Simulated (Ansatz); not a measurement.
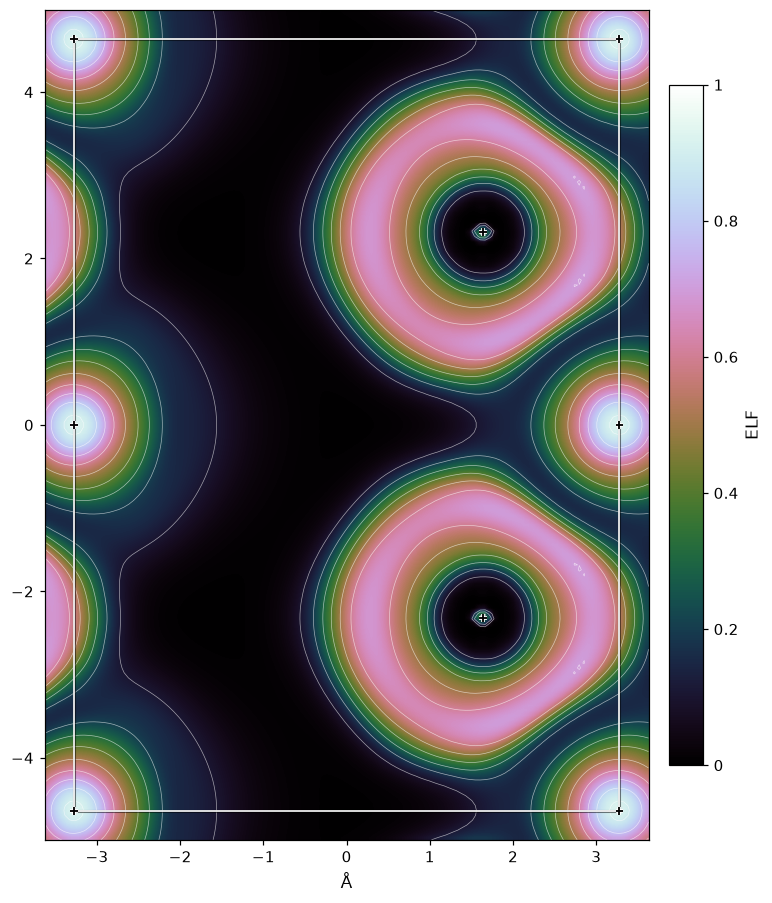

The ELF on a plane through atoms (crosses mark nuclei in the plane).

Method: Ansatz, DFT r2SCAN, scalar-relativistic, plane waves, PAW.

Candidates:
A. SnO₂, a = 4.73 Å, b = 5.74 Å, c = 5.24 Å, α = 90.00°, β = 90.00°, γ = 90.00°. Space group Pbcn; a structure from a database of computed crystals, not necessarily the ambient phase.
B. WS, a = 3.12 Å, b = 3.12 Å, c = 6.69 Å, α = 90.00°, β = 90.00°, γ = 120.00°. Space group P6₃/mmc; started from the nickel arsenide prototype, which need not be the ambient phase; computed pressure about 5 GPa in this cell.
C. CdTe, a = 6.56 Å, b = 6.56 Å, c = 6.56 Å, α = 90.00°, β = 90.00°, γ = 90.00°. Space group F-43m.

**Which candidate gave the map?**

Candidate C: CdTe on the (101) plane of the conventional cell, which holds Cd and Te. Cd–Te (2.84 Å): the ELF is about 0.50 at the midpoint.
